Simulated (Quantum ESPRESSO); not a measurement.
**CaO (Lime): the optical phonon under strain**

Aim: the phonon deformation potentials p and q of CaO (Lime), tested on a biaxially strained cell.

Program: Quantum ESPRESSO 7.5. Level of theory: DFT PBE, scalar-relativistic, plane waves, PseudoDojo norm-conserving pseudopotentials. Results are calculated unless marked as measured.

### Step 1. The relaxed structure

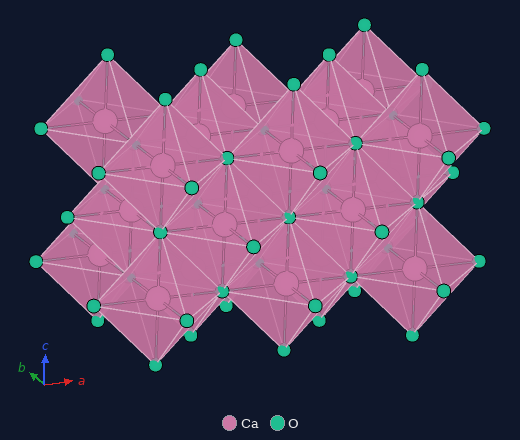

The starting structure, seen slightly off an axis (calcium pink, oxygen teal). 2×1×1 cells are drawn. This picture shows the conventional cell, with its axes. Some periodic images of atoms are drawn too.

Structure file:

```xyz
2
Lattice="-2.4133 0.0000 2.4133 0.0000 2.4133 2.4133 -2.4133 2.4133 0.0000" Properties=species:S:1:pos:R:3 pbc="T T T"
Ca    0.0000    0.0000    0.0000
O    -2.4133    2.4133    2.4133
```

This is the cell after its relaxation at this level of theory, not the database cell from which that began.

### Step 2. Uniaxial strain

The relaxed cell is stretched along z alone. This keeps all atoms on sites fixed by symmetry and splits the threefold mode into a singlet, polarised along z, and a doublet. The macroscopic field is left out, so these are transverse modes. Cutoff 92 Ry, k mesh 8×8×8.

From the response at ε_zz = 0.01:

Output:

```text
[banners, grids, parts of the stress and lines that vanish by symmetry left out]
Program PHONON v.7.5
     Reading xml data from directory:

[...]
Exchange-correlation= PBE
                           (   1   4   3   4   0   0   0)
[...]
kinetic-energy cut-off    =      92.0000  Ry
     charge density cut-off    =     368.0000  Ry
     convergence threshold     =      1.0E-18
[...]
Exchange-correlation= PBE
                           (   1   4   3   4   0   0   0)
[...]
q = (   0.0000000   0.0000000   0.0000000 )
     17 Sym.Ops. (with q -> -q+G )
     G cutoff =  391.6375  (  22829 G-vectors)     FFT grid: ( 40, 40, 40)
     number of k points=    59
[...]
Mode symmetry, D_4h(4/mmm) point group:
[...]
Representation #   1 mode #   1
[...]
End of self-consistent calculation
     Convergence has been achieved
     Representation #   2 mode #   2
[...]
End of self-consistent calculation
     Convergence has been achieved
     Representation #   3 modes #   3   4
[...]
End of self-consistent calculation
     Convergence has been achieved
     Representation #   4 modes #   5   6
[...]
End of self-consistent calculation
     Convergence has been achieved
[...]
q = (    0.000000000   0.000000000   0.000000000 )
[...]
freq (    1) =       0.220071 [THz] =       7.340794 [cm-1]
     freq (    2) =       0.221083 [THz] =       7.374534 [cm-1]
     freq (    3) =       0.221083 [THz] =       7.374534 [cm-1]
     freq (    4) =       6.945734 [THz] =     231.684742 [cm-1]
     freq (    5) =       7.696568 [THz] =     256.729862 [cm-1]
     freq (    6) =       7.696568 [THz] =     256.729862 [cm-1]
[...]
Mode symmetry, D_4h(4/mmm) point group:
     freq (   1-   1) =          7.3  [cm-1]   --> A_2u X_4' M_4'  I
     freq (   2-   3) =          7.4  [cm-1]   --> E_u  X_5' M_5'  I
     freq (   4-   4) =        231.7  [cm-1]   --> A_2u X_4' M_4'  I
     freq (   5-   6) =        256.7  [cm-1]   --> E_u  X_5' M_5'  I

   JOB DONE.
```

| ε_zz | singlet (cm⁻¹) | doublet (cm⁻¹) | σ_zz (GPa) | σ_xx (GPa) |
| --- | --- | --- | --- | --- |
| -0.01 | 280.06 | 254.04 | -2.152 | -0.590 |
| -0.005 | 267.78 | 254.90 | -1.042 | -0.293 |
| 0 | 255.61 | 255.61 | -0.002 | -0.002 |
| 0.005 | 243.59 | 256.22 | 0.973 | 0.283 |
| 0.01 | 231.68 | 256.73 | 1.887 | 0.561 |

Stress is counted positive in tension.

### Step 3. The fit

To first order ω² − ω₀² = p ε_zz + q (ε_xx + ε_yy) for the mode along z, and likewise for x and y. With ε_zz alone the singlet gives p and the doublet q.

The linear terms of parabolas through ω² are p = -18.94 ω₀² and q = 1.05 ω₀², with ω₀ = 255.6 cm⁻¹. Those of the stresses are C11 = 202 GPa and C12 = 58 GPa. Under hydrostatic strain p and q imply γ = −(p + 2q)/(6 ω₀²) = 2.81.

A layer held to an in-plane strain ε and free along z takes ε_zz = −2 (C12/C11) ε = -0.570 ε. To first order the singlet then shifts by (q − p C12/C11) ε / ω₀ = 1649 ε cm⁻¹. For ε = 0.006, ε_zz = -0.00342, the formulas for ω² predict 265.31 cm⁻¹ for the singlet and 241.01 cm⁻¹ for the doublet.

### Step 4. A biaxially strained cell

This run was no part of the fit.

Output:

```text
[banners, grids, parts of the stress and lines that vanish by symmetry left out]
[banner, memory and clock lines left out]
Program PHONON v.7.5

[...]
Exchange-correlation= PBE
                           (   1   4   3   4   0   0   0)
[...]
kinetic-energy cut-off    =      92.0000  Ry
     charge density cut-off    =     368.0000  Ry
     convergence threshold     =      1.0E-18
[...]
Exchange-correlation= PBE
                           (   1   4   3   4   0   0   0)
[...]
q = (   0.0000000   0.0000000   0.0000000 )
     17 Sym.Ops. (with q -> -q+G )
     G cutoff =  388.7503  (  22823 G-vectors)     FFT grid: ( 40, 40, 40)
     number of k points=    59
[...]
Mode symmetry, D_4h(4/mmm) point group:
[...]
Representation #   1 mode #   1
[...]
End of self-consistent calculation
     Convergence has been achieved
     Representation #   2 mode #   2
[...]
End of self-consistent calculation
     Convergence has been achieved
     Representation #   3 modes #   3   4
[...]
End of self-consistent calculation
     Convergence has been achieved
     Representation #   4 modes #   5   6
[...]
End of self-consistent calculation
     Convergence has been achieved
[...]
q = (    0.000000000   0.000000000   0.000000000 )
[...]
freq (    1) =       0.220362 [THz] =       7.350473 [cm-1]
     freq (    2) =       0.220362 [THz] =       7.350473 [cm-1]
     freq (    3) =       0.222032 [THz] =       7.406176 [cm-1]
     freq (    4) =       7.239047 [THz] =     241.468628 [cm-1]
     freq (    5) =       7.239047 [THz] =     241.468628 [cm-1]
     freq (    6) =       7.952625 [THz] =     265.271016 [cm-1]
[...]
Mode symmetry, D_4h(4/mmm) point group:
     freq (   1-   2) =          7.4  [cm-1]   --> E_u  X_5' M_5'  I
     freq (   3-   3) =          7.4  [cm-1]   --> A_2u X_4' M_4'  I
     freq (   4-   5) =        241.5  [cm-1]   --> E_u  X_5' M_5'  I
     freq (   6-   6) =        265.3  [cm-1]   --> A_2u X_4' M_4'  I
```

| mode | predicted (cm⁻¹) | run (cm⁻¹) |
| --- | --- | --- |
| singlet | 265.31 | 265.27 |
| doublet | 241.01 | 241.47 |

The stress along z is -0.011 GPa and that in the plane 1.298 GPa; the unstrained cell carries -0.002 GPa.

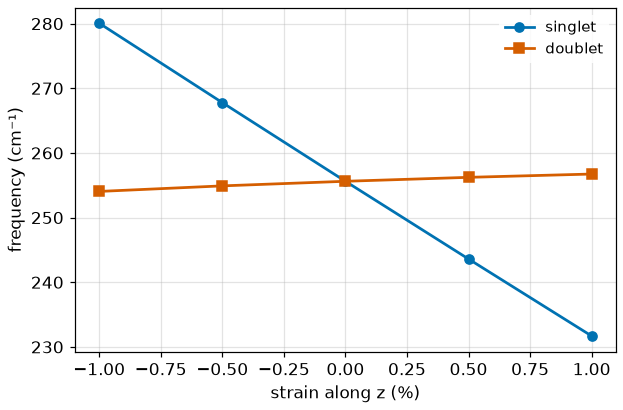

The two components under uniaxial strain.

### Step 5. Outcome

| Property | Result |
| --- | --- |
| p (in units of the squared frequency) | -18.94 |
| q (same units) | 1.048 |
| shift of the singlet per unit of biaxial strain | 1649 cm⁻¹ |
| C11 and C12 | 202 and 58 GPa |

What this shows: To first order, one per cent of tensile biaxial strain moves the singlet of CaO (Lime) by 16.5 cm⁻¹ and the doublet by -23.6 cm⁻¹; the formulas miss the test run by up to 0.46 cm⁻¹. In the rock-salt structure this mode is infrared active and has no first-order Raman line. The third potential, r, needs shear strain, which was not run. These are harmonic values at zero temperature.

[Host names and launcher messages were left out of these logs when they were recorded.]

[Logs are printed without paths, hosts, clocks, repeated set-up lines and the standing remarks that a program may print on its own settings, such as how far it seeks lower states.]

[Hosts, paths, dates, database ids (printed as entryN), source tags and the programs' standing remarks are cut or masked in the printed files.]
